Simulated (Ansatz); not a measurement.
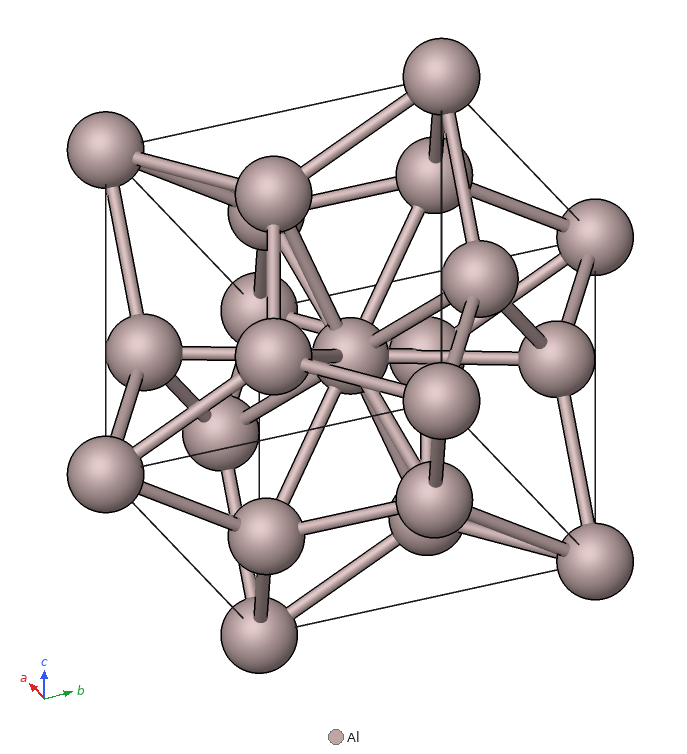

Figure: ball-and-stick view from a general direction. One conventional unit cell is framed, with atoms on its boundary repeated.

Edges and angles: a = 5.072 Å, b = 5.072 Å, c = 5.072 Å, α = 90.00°, β = 90.00°, γ = 90.00°.

The composition is Al.

**Give the space group.**

Pm-3n (No. 223), with Al on 2a and Al on 6c.

**Structure type?**

Β-tungsten (A15) type.

The initial geometry was a textbook structure type filled with this element (whether it is the usual form wasn't checked). What is shown is the relaxed result from DFT r2SCAN, scalar-relativistic, plane waves, PAW in Ansatz.
